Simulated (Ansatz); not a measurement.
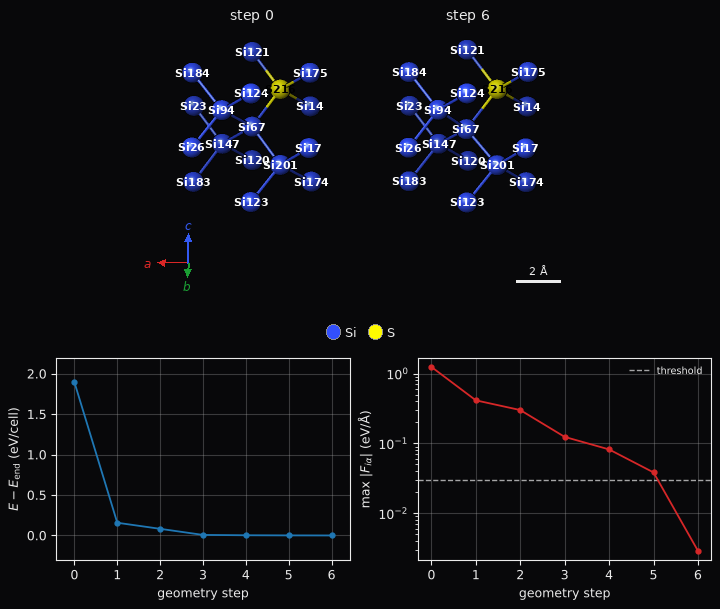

First and last geometry of a relaxation of a defect cell of composition Si215S, with the history of the run. Style: ball-and-stick. Shown: the atoms within 4.2 Å of the atom that moves most (axes of the cell of the calculation), from a free direction.

Level of theory: DFT, PBEsol, PAW, plane waves in Ansatz. Set-up: plane-wave cutoff 420 eV; k-point mesh 1 × 1 × 1; mesh shifted by (0.25, 0.25, 0.25); no spin polarisation; atoms relaxed in a fixed cell; force threshold 0.03 eV/Å; at most 80 steps.

**Did the run converge, and what did it change?**

It converged. Over 6 geometry steps the energy falls by 1.894 eV per cell of the calculation. Largest force component: 1.2 eV/Å at the start, 0.0029 eV/Å at the end. Si67 moves most: 0.14 Å along [2 2 −3]. Largest moves by element: Si 0.14 Å, S 0.05 Å. The lattice vectors keep their values. Near-neighbour distances that change, for instance: Si121–S216 2.293 → 2.462 Å, Si67–S216 2.304 → 2.463 Å, Si67–Si147 2.389 → 2.326 Å, Si175–S216 2.402 → 2.464 Å. Bond angles that change, for instance: Si26–Si94–Si67 110.7° → 106.0°, Si201–Si67–S216 111.8° → 107.2°, Si94–Si67–S216 110.1° → 105.7°.

```
step  E − E(0), meV/atom  largest force component, eV/Å
   0                0.00                         1.2418
   1               -8.04                         0.4131
   2               -8.39                         0.2998
   3               -8.74                         0.1238
   4               -8.76                         0.0819
   5               -8.77                         0.0384
   6               -8.77                         0.0029
```
